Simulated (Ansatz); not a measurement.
# Two runs on HfN

System: HfN (4 atoms in the cell).
Method of the first run: DFT PBEsol, scalar-relativistic, plane waves, PAW, no spin polarisation (Ansatz 0.2.0).

The structure derives from a Materials Project entry. Text and figures count atoms from 1; the logs count them from 0 in places.

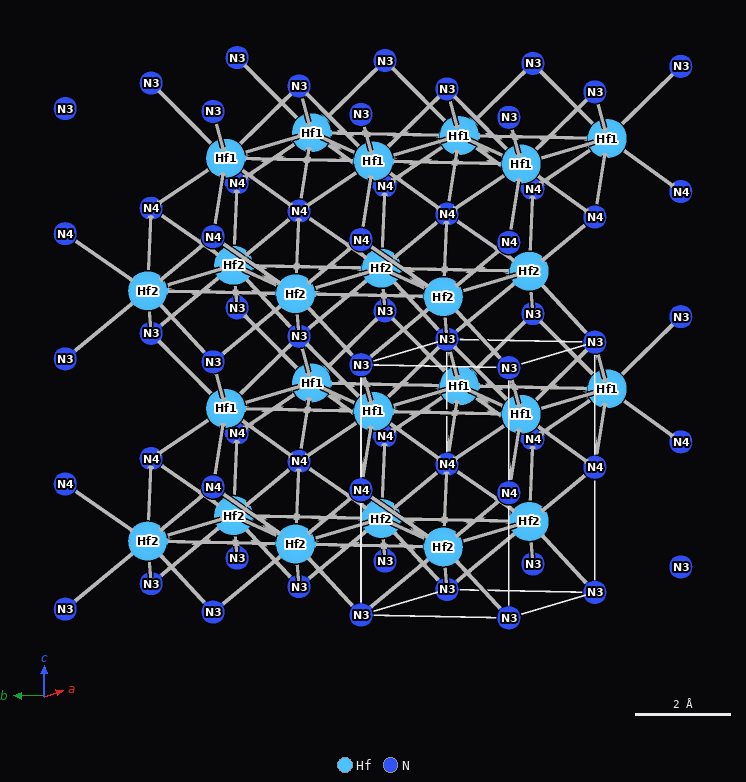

Fig. 1: The structure (ball-and-stick view of the cell of the calculation, repeated 2 × 3 × 2, seen at an oblique angle; atoms are numbered from 1 in the order of the input). An atom can appear more than once, as a periodic image.

Input, the first run:
```yaml
crystal:
  lattice:
    - [3.1277073108, 0.0, 0.0]
    - [-1.5638536554, 2.7086739867, 0.0]
    - [0.0, 0.0, 5.3909359352]
  atoms:
    - { symbol: Hf, position: [0.5947289891, 0.2613956558, 0.75] }
    - { symbol: Hf, position: [0.2613956558, 0.5947289891, 0.25] }
    - { symbol: "N", position: [0.0, 0.0, 0.0] }
    - { symbol: "N", position: [0.0, 0.0, 0.5] }
basis:
  ecutwfc: 420
kpoints:
  mp_grid: { grid: [18, 18, 10] }
hamiltonian:
  xc: pbesol
scf:
  occupations: { method: gaussian, width: 0.15 }
output:
  forces: true
  stress: true
  eigenvalues: true
```

Launched with:
```bash
ansatz run input.yaml --threads 1 --pin off --max-ram 2560MiB --backend cpu --events-out ev --progress --plain --runs-dir out
```

Hardware: 1 thread of Intel Xeon @ 2.90GHz (Ice Lake), 192 GiB of memory available, shared host.

Output, shortened to warnings, some set-up lines, iterations and results (the first run):
```
Basis set: ecut = 420 eV, 895 PW (Γ), exchange–correlation on 48×48×80 points (8 copies of the dense FFT grid, shifted against one another)
Symmetry: 4 space group operations
k-points: 546 of 3240 (time reversal used)
Initial density: superposition of atomic densities (neutral atoms: chi_scale 0, normalization atom), corrected by the library's trained network
[...]
SCF iter   1: F=—  HF=-31959.877541 eV  |F-HF|=—  |Δ(HF+E_count)|=         —  Δρ=8.97e-3  dr2=2.81e-2  ethr=1.77e-3  ⟨swp⟩=4.9  Hψ=66042  notcnv=0  defer=4
SCF iter   2: F=—  HF=-31959.871878 eV  |F-HF|=—  |Δ(HF+E_count)|=   5.66e-3  Δρ=3.37e-3  dr2=3.18e-3  ethr=4.53e-5  ⟨swp⟩=2.0  Hψ=28668  notcnv=0  defer=4
SCF iter   3: F=—  HF=-31959.871744 eV  |F-HF|=—  |Δ(HF+E_count)|=   1.34e-4  Δρ=1.28e-3  dr2=5.77e-4  ethr=5.12e-6  ⟨swp⟩=2.0  Hψ=28695  notcnv=0  defer=4
SCF iter   4: F=—  HF=-31959.871707 eV  |F-HF|=—  |Δ(HF+E_count)|=   3.63e-5  Δρ=2.53e-4  dr2=3.27e-5  ethr=9.31e-7  ⟨swp⟩=2.0  Hψ=32491  notcnv=0  defer=4
SCF iter   5: F=—  HF=-31959.871686 eV  |F-HF|=—  |Δ(HF+E_count)|=   2.12e-5  Δρ=1.89e-4  dr2=1.34e-5  ethr=5.28e-8  ⟨swp⟩=2.1  Hψ=37053  notcnv=0  defer=4
SCF iter   6: F=—  HF=-31959.871681 eV  |F-HF|=—  |Δ(HF+E_count)|=   4.75e-6  Δρ=5.18e-5  dr2=1.16e-6  ethr=2.16e-8  ⟨swp⟩=2.0  Hψ=34934  notcnv=0  defer=4
SCF iter   7: F=-31959.871681 eV  HF=-31959.871681 eV  |F-HF|=4.12e-8  |Δ(HF+E_count)|=   5.67e-7  Δρ=9.46e-6  dr2=4.34e-8  ethr=1.61e-10  ⟨swp⟩=8.2  Hψ=115959  notcnv=0
SCF 1 converged in 7 iterations: F = -31959.871681 eV  dr2 = 4.34e-8
SCF converged after 7 iterations
Free energy (F): -31959.871681 eV
Harris-Foulkes:  -31959.871681 eV  (|F-HF|=4.12e-8)
Internal energy: -31959.862876 eV  (E = F + TS)
E sigma→0 (E₀):  -31959.867278 eV
Entropy (-TS):   -0.008805 eV (-2.201 meV/atom)
Fermi energy:    23.475804 eV
--- Per-component energies (eV) ---
  E_band       = 370.401921
  E_kinetic    = 1117.601604
  E_local      = -9436.500600  (includes V_loc(G=0)·N_el)
  E_nonlocal   = -2384.294187
  E_hartree    = 4482.020755
  E_xc         = -718.783970
  E_vxc        = -689.973698  (∫ρ·V_xc dr)
  E_paw        = -13860.446897  (= ΣΔE_a)
  E_vpaw       = 2799.535726  (= ΣTr[D̂ρ^β])
  E_aug_tail   = 0.000185  (compensation charges beyond the density's cutoff)
  E_ewald      = -11162.018147
  E_core_change = 2.558381  (= ΣΔE_core)
  E_smearing   = -0.008805  (= −TS)
  E_closure    = -0.000000  (closes the sum)
  Σ components = -31959.871681   (vs F -31959.871681, Δ=0.00e0)
--- Forces (eV/Å), atoms counted from 1 ---
  atom   1  Hf     1.31456207     2.03732538    -0.00000000
  atom   2  Hf     1.10709450     2.15710684    -0.00000000
  atom   3  N     -1.21084221    -2.09724022     0.00000000
  atom   4  N     -1.21084221    -2.09724022     0.00000000
  max |Σ_I F_I| component: 4.82e-5 eV/Å
--- Stress (GPa, compression-positive) ---
        5.201346       1.204136      -0.000000
        1.204136       6.591762      -0.000000
       -0.000000      -0.000000       7.917256
  P = ⅓ Tr σ = 6.5701 GPa (65.701 kbar)
```

For the second run the input was changed thus:
```diff
-    - { symbol: Hf, position: [0.5947289891, 0.2613956558, 0.75] }
-    - { symbol: Hf, position: [0.2613956558, 0.5947289891, 0.25] }
+    - { symbol: Hf, position: [0.7625835701, 0.4292502367, 0.75] }
+    - { symbol: Hf, position: [0.4292502367, 0.7625835701, 0.25] }
```

What does this change do to the results?

With the same functional and potentials, the second run lies 107.7 meV per atom higher. The pressure goes from 6.57 to 11.79 GPa. The largest force goes from 2.425 to 3.332 eV/Å. The number of SCF iterations is the same.

Output, shortened to warnings, some set-up lines, iterations and results (the second run):
```
Basis set: ecut = 420 eV, 895 PW (Γ), exchange–correlation on 48×48×80 points (8 copies of the dense FFT grid, shifted against one another)
Symmetry: 4 space group operations
k-points: 546 of 3240 (time reversal used)
Initial density: superposition of atomic densities (neutral atoms: chi_scale 0, normalization atom), corrected by the library's trained network
[...]
SCF iter   1: F=—  HF=-31959.446950 eV  |F-HF|=—  |Δ(HF+E_count)|=         —  Δρ=9.31e-3  dr2=2.92e-2  ethr=1.77e-3  ⟨swp⟩=4.9  Hψ=66341  notcnv=0  defer=3
SCF iter   2: F=—  HF=-31959.441228 eV  |F-HF|=—  |Δ(HF+E_count)|=   5.72e-3  Δρ=3.54e-3  dr2=3.50e-3  ethr=4.71e-5  ⟨swp⟩=2.0  Hψ=28869  notcnv=0  defer=4
SCF iter   3: F=—  HF=-31959.441109 eV  |F-HF|=—  |Δ(HF+E_count)|=   1.19e-4  Δρ=1.36e-3  dr2=6.73e-4  ethr=5.65e-6  ⟨swp⟩=2.0  Hψ=27323  notcnv=0  defer=4
SCF iter   4: F=—  HF=-31959.441083 eV  |F-HF|=—  |Δ(HF+E_count)|=   2.66e-5  Δρ=3.40e-4  dr2=5.41e-5  ethr=1.09e-6  ⟨swp⟩=2.0  Hψ=32541  notcnv=0  defer=4
SCF iter   5: F=—  HF=-31959.441016 eV  |F-HF|=—  |Δ(HF+E_count)|=   6.70e-5  Δρ=2.11e-4  dr2=1.54e-5  ethr=8.72e-8  ⟨swp⟩=2.1  Hψ=36958  notcnv=0  defer=4
SCF iter   6: F=—  HF=-31959.441016 eV  |F-HF|=—  |Δ(HF+E_count)|=   3.29e-7  Δρ=3.96e-5  dr2=6.14e-7  ethr=2.48e-8  ⟨swp⟩=2.1  Hψ=35649  notcnv=0  defer=4
SCF iter   7: F=-31959.441016 eV  HF=-31959.441016 eV  |F-HF|=1.53e-8  |Δ(HF+E_count)|=   2.74e-7  Δρ=8.39e-6  dr2=3.04e-8  ethr=1.61e-10  ⟨swp⟩=9.8  Hψ=111809  notcnv=0
SCF 1 converged in 7 iterations: F = -31959.441016 eV  dr2 = 3.04e-8
SCF converged after 7 iterations
Free energy (F): -31959.441016 eV
Harris-Foulkes:  -31959.441016 eV  (|F-HF|=1.53e-8)
Internal energy: -31959.432443 eV  (E = F + TS)
E sigma→0 (E₀):  -31959.436729 eV
Entropy (-TS):   -0.008573 eV (-2.143 meV/atom)
Fermi energy:    23.419621 eV
--- Per-component energies (eV) ---
  E_band       = 370.930357
  E_kinetic    = 1119.983493
  E_local      = -9463.438765  (includes V_loc(G=0)·N_el)
  E_nonlocal   = -2383.661221
  E_hartree    = 4495.382739
  E_xc         = -719.361672
  E_vxc        = -690.700221  (∫ρ·V_xc dr)
  E_paw        = -13861.185389  (= ΣΔE_a)
  E_vpaw       = 2797.997526  (= ΣTr[D̂ρ^β])
  E_aug_tail   = 0.000187  (compensation charges beyond the density's cutoff)
  E_ewald      = -11149.710197
  E_core_change = 2.558381  (= ΣΔE_core)
  E_smearing   = -0.008573  (= −TS)
  E_closure    = -0.000000  (closes the sum)
  Σ components = -31959.441016   (vs F -31959.441016, Δ=0.00e0)
--- Forces (eV/Å), atoms counted from 1 ---
  atom   1  Hf    -1.43974552    -3.00468431     0.00000000
  atom   2  Hf    -1.88226019    -2.74919835     0.00000000
  atom   3  N      1.66100650     2.87694766    -0.00000000
  atom   4  N      1.66100650     2.87694766    -0.00000000
  max |Σ_I F_I| component: 1.27e-5 eV/Å
--- Stress (GPa, compression-positive) ---
        9.221651       2.088321      -0.000000
        2.088321      11.633036      -0.000000
       -0.000000      -0.000000      14.520725
  P = ⅓ Tr σ = 11.7918 GPa (117.918 kbar)
```

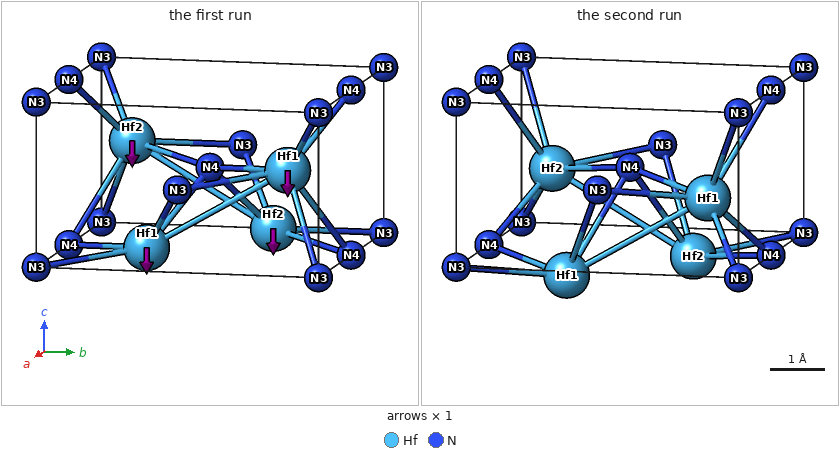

Fig. 2: The two input geometries at one scale (ball-and-stick view of the cell 2 times as large as that of the calculation, set on its symmetry axes, seen slightly off an axis). The pink arrows on the first give the shifts of the atoms relative to the cell, at true length. The largest moves, 0.52 Å, are those of Hf1 and Hf2. N stays in place. The cell stays as it was. Among the contacts that change: Hf1–N3 2.103 → 2.471 Å.

The two runs side by side:

| quantity | the first run | the second run |
| --- | --- | --- |
| outcome | converged | converged |
| free energy per atom (eV) | −7989.9679 | −7989.8603 |
| energy per atom, smearing taken to zero (eV) | −7989.9668 | −7989.8592 |
| gap on the mesh (eV) | 0.00 | 0.00 |
| pressure (GPa) | 6.57 | 11.79 |
| largest force (eV/Å) | 2.425 | 3.332 |
| SCF iterations | 7 | 7 |
| irreducible k-points | 546 | 546 |
| plane waves at Γ | 895 | 895 |
| wall time (shared host) | 69 s | 68 s |

For both runs: Spin–orbit coupling is left out, which matters for Hf. For the first run: The cell is under a pressure of 6.6 GPa at this level, so it is not at its equilibrium volume. For the second run: The cell is under a pressure of 11.8 GPa at this level, so it is not at its equilibrium volume.
